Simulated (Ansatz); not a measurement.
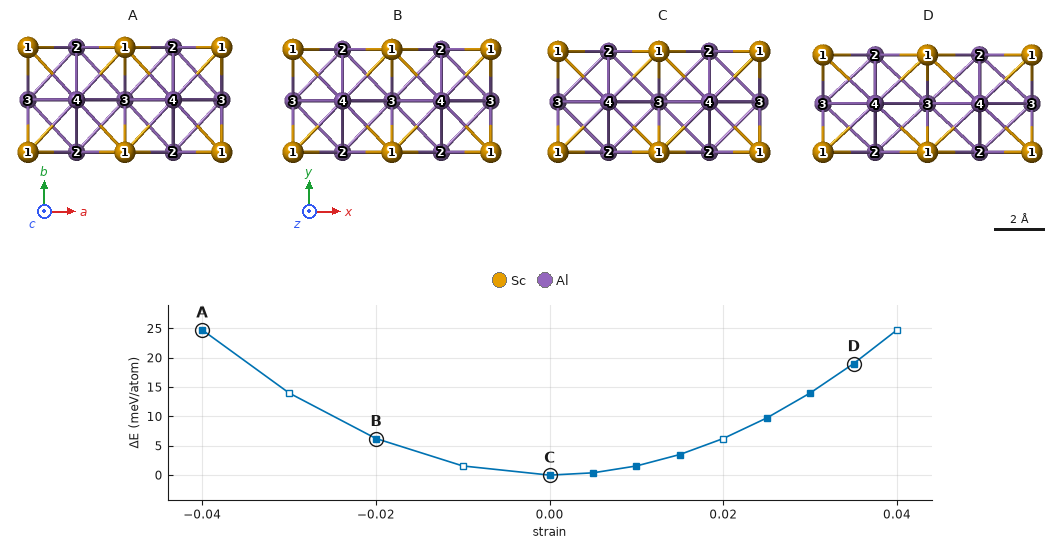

Energy scan for solid ScAl3 (Pm-3m), in which the cell is strained along x and oppositely along y, with the atoms kept at their fractional coordinates. x, y and z are the Cartesian axes of the input. The lettered frames are marked on the plot. Hollow markers are points alike by symmetry, not computed again. Style: ball-and-stick. Shown: the cell of the calculation, repeated 2 × 1 × 2 with one cell outlined, along the c axis.

Level of theory: Ansatz, DFT PBEsol, scalar-relativistic, plane waves, PAW. (plane-wave cutoff 420 eV; k-point mesh 12 × 12 × 12; occupations gaussian; smearing width 0.15 eV; no spin polarisation). Energies (free energies at the smearing named) are counted from the relaxed crystal.

> What does the scan show?

Of the computed points the lowest is at the strain 0.00, 0.0 meV/atom. The end points stand at 24.8 meV/atom (−0.04) and 24.8 meV/atom (0.04). The curvature at zero strain, (1/V) d²E/dε², is about 300 GPa; it is C₁₁ + C₂₂ − 2C₁₂ with clamped ions. The distortion takes the space group from Pm-3m to Pmmm. At the strain −0.04 the cell of the drawing goes a 4.071 → 3.908 Å, b 4.071 → 4.234 Å.
